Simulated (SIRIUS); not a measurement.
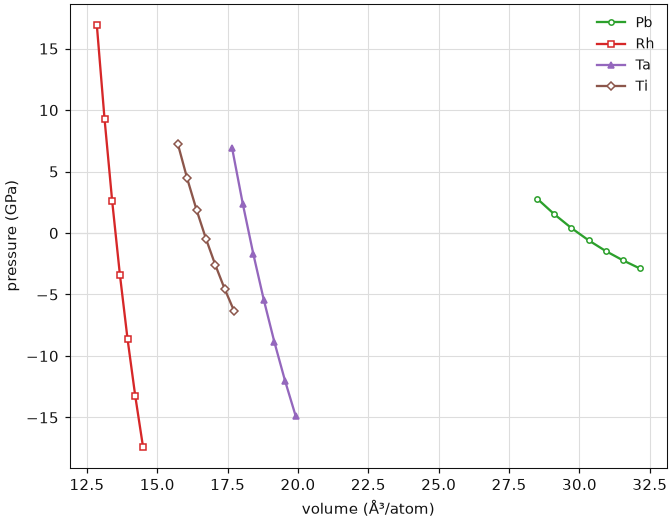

The plot gives the computed pressure against volume, with one curve for each element, for Pb, Rh, Ta and Ti (all in space group Fm-3m (No. 225)).

Calculation (SIRIUS 7.10.0): plane-wave DFT, no spin polarisation; energies at scaled volumes of the given cell, shape and fractions fixed, counted from the fit's minimum, third-order Birch-Murnaghan fit. Level: PBEsol.

occupations Fermi–Dirac; smearing width 0.05 eV; potentials dojo sr pbesol 0.4.1 standard.

Settings that differ: Pb: density cutoff 3060 eV, wave cutoff 765 eV, k mesh 9×9×9; Rh: density cutoff 4810 eV, wave cutoff 1200 eV, k mesh 12×12×12; Ta: density cutoff 3230 eV, wave cutoff 807 eV, k mesh 11×11×11; Ti: density cutoff 4610 eV, wave cutoff 1150 eV, k mesh 11×11×11.

Order the curves by fitted equilibrium volume, smallest first.

Answer. Rh 13.518, Ti 16.662, Ta 18.252, Pb 29.952 Å³/atom.

Order the curves by fitted bulk modulus, smallest first.

Answer. Pb 49.3, Ti 113.8, Ta 198.2, Rh 296.5 GPa.

Keep in mind: spin-orbit coupling left out, heavy elements (Pb).
